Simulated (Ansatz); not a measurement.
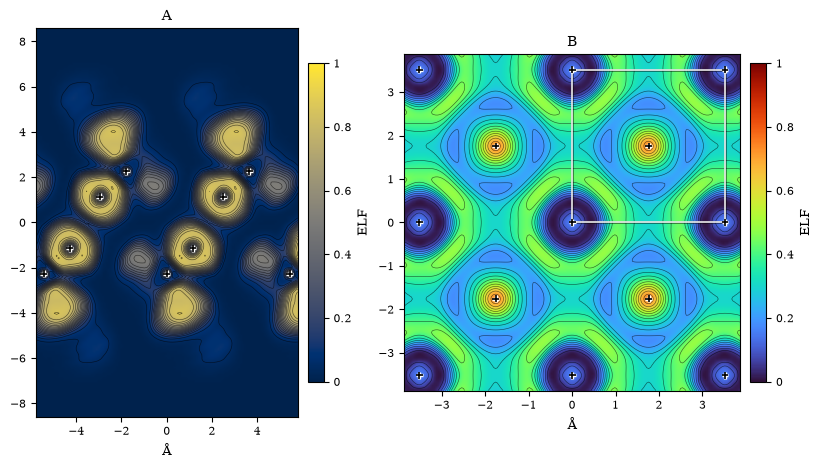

The electron localisation function of 2 systems, each on a plane through atoms (crosses mark nuclei in the plane).

Computed with DFT PBEsol, scalar-relativistic, plane waves, PAW (Ansatz).

System 1: Si7O12 (slab), the (100) plane of the calculation cell, a cut from vacuum to vacuum. 

```
CELL_PARAMETERS angstrom
4.94748 0.00000 0.00000
0.00000 5.44050 0.00000
0.00000 0.00000 23.56950
ATOMIC_POSITIONS crystal
Si 0.90532 0.43456 0.31405
O 0.15524 0.28053 0.34516
O 0.79672 0.62418 0.36423
O 0.56958 0.04836 0.39238
Si 0.27102 0.16463 0.40392
Si 0.77432 0.83107 0.41354
O 0.06930 0.94930 0.42570
O 0.28827 0.37789 0.45179
O 0.66728 0.71190 0.47232
Si 0.47818 0.50003 0.50000
O 0.66728 0.28817 0.52768
O 0.28827 0.62218 0.54821
O 0.06930 0.05077 0.57430
Si 0.77432 0.16900 0.58646
Si 0.27102 0.83544 0.59608
O 0.56958 0.95171 0.60762
O 0.79672 0.37589 0.63577
O 0.15524 0.71954 0.65484
Si 0.90532 0.56550 0.68595
```

System 2: AlNi3, the (100) plane of the conventional cell. Space group Pm-3m; a structure from a database of computed crystals, not necessarily the ambient phase; spin-polarised.

```
Al Ni
1.0
     3.51909    0.00000    0.00000
     0.00000    3.51909    0.00000
     0.00000    0.00000    3.51909
Al Ni
1 3
Direct
  0.00000 0.00000 0.00000
  0.00000 0.50000 0.50000
  0.50000 0.00000 0.50000
  0.50000 0.50000 0.00000
```

Match each panel to its system.

Answer. Panel A is system 1, Si7O12: the plane holds Si and O. Si–O (1.62 Å): the ELF peaks at about 0.85 between the atoms (a polar covalent bond). Panel B is system 2, AlNi3: the plane holds Al and Ni. Al–Ni (2.49 Å): the ELF is about 0.35 at the midpoint.
